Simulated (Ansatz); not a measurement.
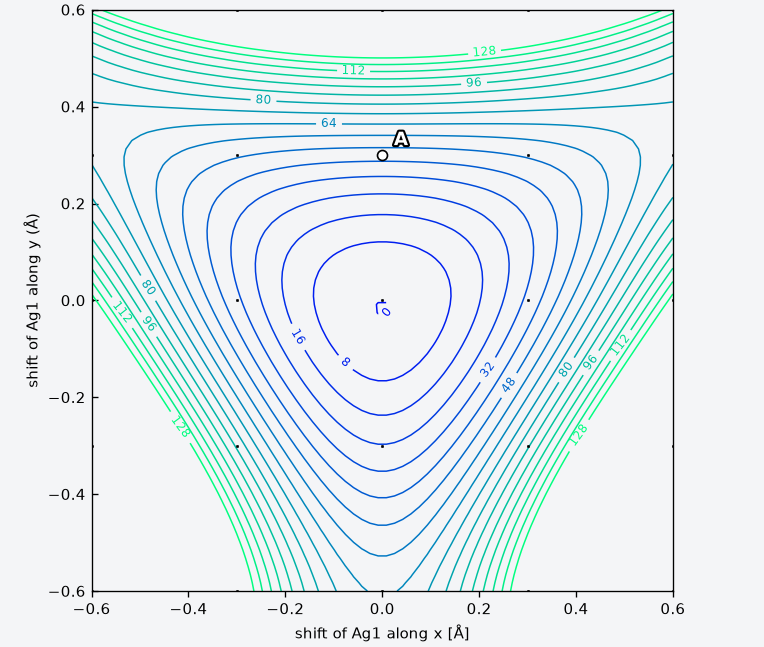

Ag (P6_3/mmc, No. 194; 2 atoms in the cell). Atom Ag1 is moved over a plane while all other atoms and the cell stay fixed (its periodic images move with it) (x along [1 0 0], y along [1 2 0], z along [0 0 1] of the conventional cell). First axis: shift of Ag1 along x. Second axis: shift of Ag1 along y. The scan uses a 5 × 5 grid; 15 points were computed and 10 follow by symmetry. Points are written as (first, second). Energies are in meV per cell, from the lowest grid point. The reference cell is the one listed in the database, not relaxed at this level. These are results of DFT PBEsol, scalar-relativistic, plane waves, PAW (Ansatz), not measurements. Settings: cutoff 420 eV, k-mesh 18×18×10 in the order of the run's cell vectors, gaussian smearing 0.15 eV, no spin polarisation.

In the figure: contour lines labelled in meV (none above 128), dots at the grid points, the point A. Between grid points the surface is interpolated.

Q: Is A at rest? If not, where is it pushed?

A: A, at (0.0 Å, 0.3 Å), is not a stationary point. The computed force is 0.32 eV/Å in the plane, pointing down in the picture (components 0.00 and −0.32 eV/Å).
